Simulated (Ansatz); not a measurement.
NaCl (space group Fm-3m, No. 225). Coordinates: coordinates from a relaxation with DFT PBE, scalar-relativistic, plane waves, PAW (Ansatz 0.2.0); the starting structure was generated, so it need not be a known form of this composition.

```cif
data_structure
_symmetry_space_group_name_H-M 'P 1'
_symmetry_Int_Tables_number 1
_cell_length_a 5.6963
_cell_length_b 5.6963
_cell_length_c 5.6963
_cell_angle_alpha 90.000
_cell_angle_beta 90.000
_cell_angle_gamma 90.000
_cell_volume 184.84
loop_
_atom_site_label
_atom_site_type_symbol
_atom_site_fract_x
_atom_site_fract_y
_atom_site_fract_z
_atom_site_occupancy
Na1 Na 0.50000 0.00000 0.00000 1
Cl1 Cl 0.00000 0.00000 0.00000 1
Na2 Na 0.50000 0.50000 0.50000 1
Cl2 Cl 0.00000 0.50000 0.50000 1
Na3 Na 0.00000 0.00000 0.50000 1
Cl3 Cl 0.50000 0.00000 0.50000 1
Na4 Na 0.00000 0.50000 0.00000 1
Cl4 Cl 0.50000 0.50000 0.00000 1
```

Bonds are taken as Cl–Na below 3.2 Å. Atoms with one bond or none are removed and atoms with two bonds are replaced by edges, until no such atom is left.

Derive the underlying net.

The result is a uninodal 6-connected, three-periodic net: Na and Cl are 6-connected nodes. It is the pcu net, known from NaCl, ReO3 and the B-X framework of perovskite. It is a single net, without interpenetration.

```json
{"node": "Na and Cl", "links": "6", "point symbol": "4¹²·6³", "coordination sequence": "6 18 38 66 102 146"}
```

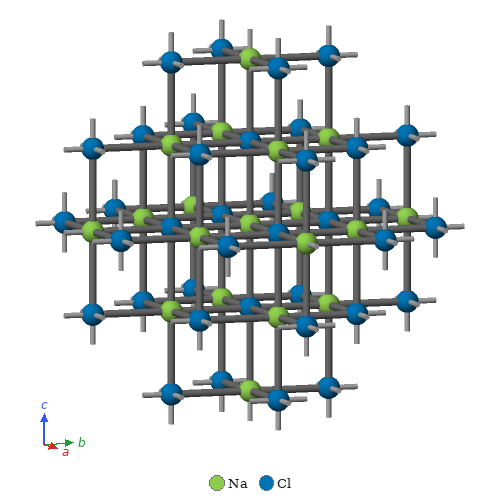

Nodes are coloured by element. Short stubs are edges that leave the cut-out.
